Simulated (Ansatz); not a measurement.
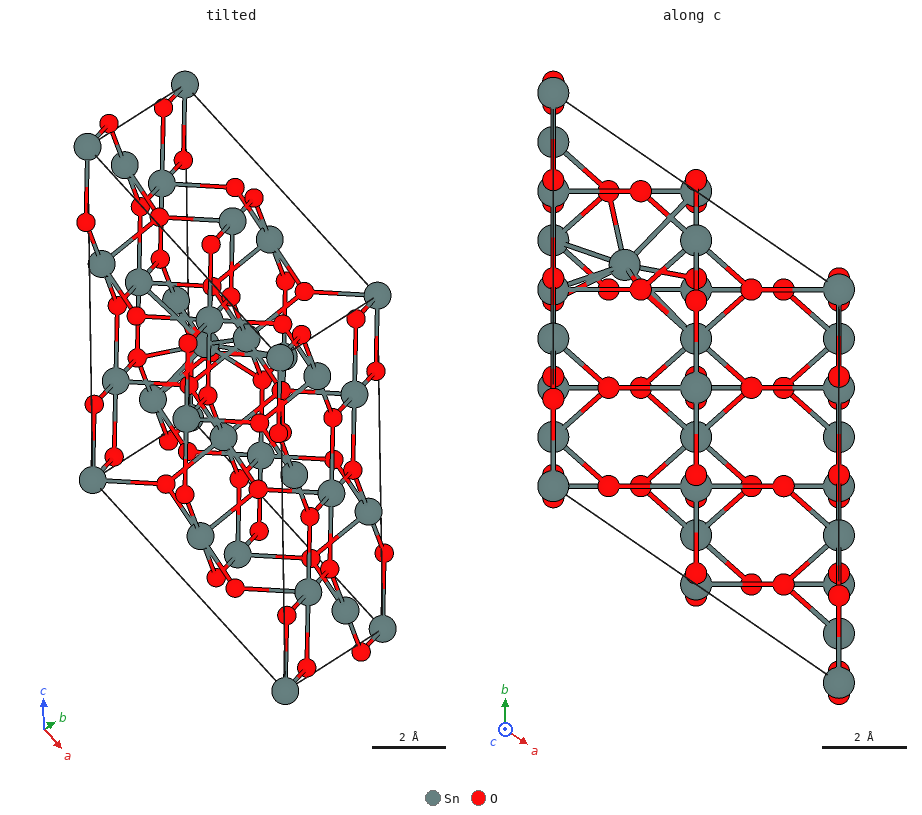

An orthographic ball-and-stick view of the structure, slightly off an axis and along the c axis. The parallelepiped is the simulation cell. Cell: a = 9.410 Å, b = 9.410 Å, c = 9.410 Å, α = 93.02°, β = 118.26°, γ = 118.29°.

Describe the crystal.

The structure is one of Sn17O32. In the cell are 17 Sn, 32 O, which makes 1 formula unit. The bonds build a three-dimensional framework.

Provenance: a structure listed in the Materials Project, repeated into a supercell with a point defect put in. Earlier steps of the study may have refined or changed the cell and positions. It was set up as input for a calculation with Ansatz.
